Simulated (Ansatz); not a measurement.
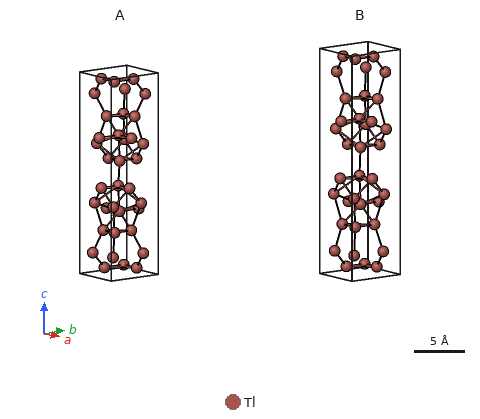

Two geometries of a crystal of Tl (built on the alpha-boron_166 type) (coarse preliminary run), drawn at one scale. One is the start of a relaxation, the other its converged end. The picture is a ball-and-stick view of the conventional cell (3 times the calculation's cell), seen slightly off an axis. Lengths and directions refer to the drawn axes.

The calculation used DFT PBEsol, scalar-relativistic, plane waves, PAW in Ansatz 0.2.0. Settings: plane-wave cutoff 420 eV; k-point mesh 3 × 3 × 3; occupations gaussian; smearing width 0.1 eV; no spin polarisation; cell and atoms relaxed; force threshold 0.04 eV/Å; at most 70 steps.

### Which one is relaxed?

Structure B is the relaxed one. Case: alpha-boron type (R-3m, No. 166). The largest moves relative to the cell, 0.21 Å, are those of Tl atoms. Cell: a = b 8.038 → 8.247 Å (+2.6 %), c 20.562 → 22.969 Å (+11.7 %). Volume +17.6 %. Among the contacts that change: Tl–Tl 2.866 → 3.286 Å, Tl–Tl 2.917 → 3.200 Å, Tl–Tl 2.942 → 3.210 Å, Tl–Tl 2.731 → 2.964 Å. Bond angles that change, for instance: Tl–Tl–Tl 129.2° → 141.5°, Tl–Tl–Tl 115.0° → 106.4°, Tl–Tl–Tl 61.0° → 58.9°. The space group stays R-3m (No. 166). Over 3 accepted moves (4 points after the start) the energy falls by 205 meV per atom. Largest force component: 1.8 eV/Å at the start, 0.024 eV/Å at the end. Pressure: 8.28 GPa at the start and −0.02 GPa at the end. The SCF was repeated once at an unchanged geometry on a basis and grid sized afresh for the cell, which shifted the energy by 1.2 meV per atom at most.
